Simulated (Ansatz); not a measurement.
Ti2Si3

Input

```
crystal:
  lattice:
    - [5.8660014817, 0.0, 0.0]
    - [0.0, 5.8660014817, 0.0]
    - [0.0, 0.0, 5.8660014817]
  atoms:
    - { symbol: Ti, position: [0.25, 0.25, 0.25] }
    - { symbol: Ti, position: [0.25, 0.75, 0.75] }
    - { symbol: Ti, position: [0.75, 0.75, 0.25] }
    - { symbol: Ti, position: [0.75, 0.25, 0.75] }
    - { symbol: Si, position: [0.0, 0.5, 0.5] }
    - { symbol: Si, position: [0.0, 0.5, 0.0] }
    - { symbol: Si, position: [0.5, 0.0, 0.5] }
    - { symbol: Si, position: [0.0, 0.0, 0.5] }
    - { symbol: Si, position: [0.5, 0.0, 0.0] }
    - { symbol: Si, position: [0.5, 0.5, 0.0] }
basis:
  ecutwfc: 420
kpoints:
  mp_grid: { grid: [6, 6, 6] }
hamiltonian:
  xc: pbe
scf:
  occupations: { method: gaussian, width: 0.1 }
output:
  forces: true
  stress: true
  eigenvalues: true
  write_density: true
  write_potential: true
  elf: true
  volumetric_format: npy
relax:
  adjacent_minimum: "off"
  f_tol: 0.01
  max_steps: 80
  cell: { stress_tol: 0.05 }
```

Run with:

```sh
ansatz run input.yaml --threads 1 --pin off --max-ram 2560MiB --backend cpu --events-out ev --progress --plain --runs-dir out
```

Below, planes, directions and counts refer to the conventional cell (a = 5.86 Å, b = 5.86 Å, c = 5.86 Å, α = 90.00°, β = 90.00°, γ = 90.00°).

Space group Pn-3m; a structure generated by program, which may or may not match a known phase; computed without spin polarisation.

Computed with DFT PBE, scalar-relativistic, plane waves, PAW in Ansatz.

Core electrons are frozen (PAW), and the valence fields are smoothed inside the atomic spheres.

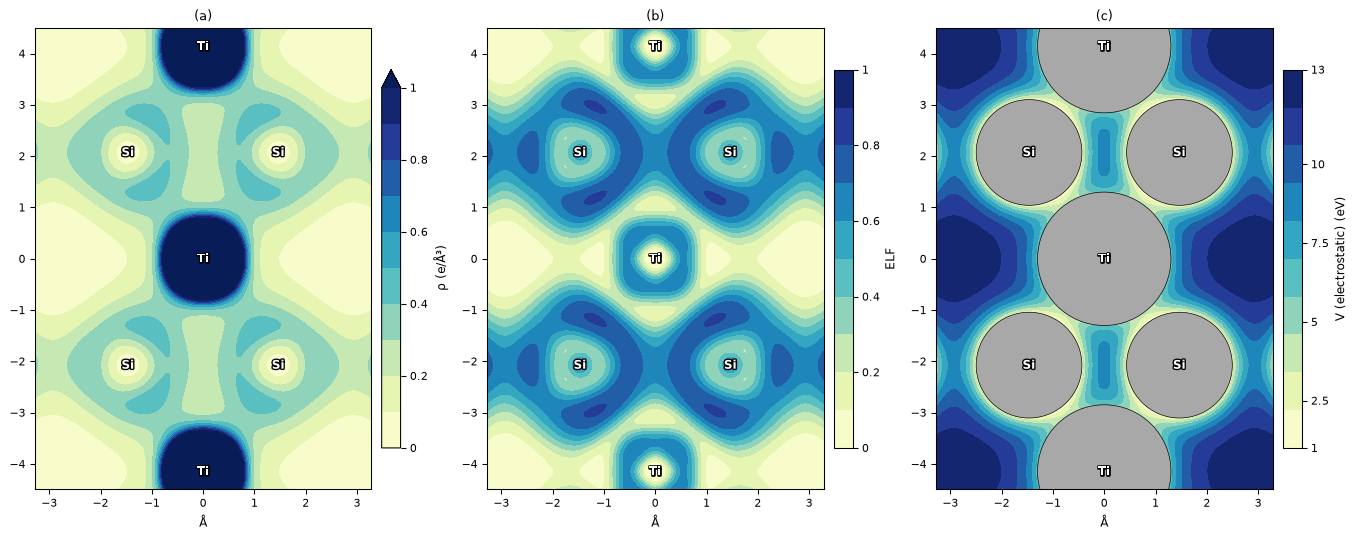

Figure 1. (a) valence pseudo-density; (b) ELF; (c) electrostatic potential energy of an electron on the (11̄0) plane of the conventional cell. Grey discs cover the atomic cores in the potential map.

### Read the bonding off the picture.

- The section cuts through Ti and Si sites.
- Ti–Si (2.54 Å): ρ at the midpoint is about 0.35 e/Å³; the ELF peaks at about 0.80 in the valence shell of Si, 0.9 Å from its nucleus, and is about 0.50 at the midpoint.
- Between the atoms the lowest density in this plane is 0.02 e/Å³.
- The features right at Ti lie inside the PAW spheres, where the map follows smoothed inner orbitals and isn't to be read closely.
- Outside the cores the potential energy rises away from the atoms and is highest about 2.5 Å from the nearest atoms; its zero is arbitrary.

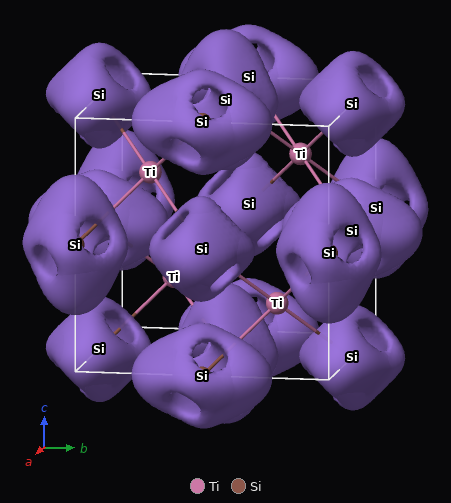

Figure 2. Isosurface of the electron localisation function at 0.7 (purple), seen slightly off an axis. Core shells and regions of very low density are left out. Sticks mark near contacts.

### Where are the electrons localised?

The ELF exceeds this value in six regions wrapped around Si (the valence shell of each), counted in one cell of 10 atoms. Any copies at cell faces, edges or corners count once.

### Does the calculation give a band gap?

It is metallic or semimetallic at this level of theory: no gap opens.
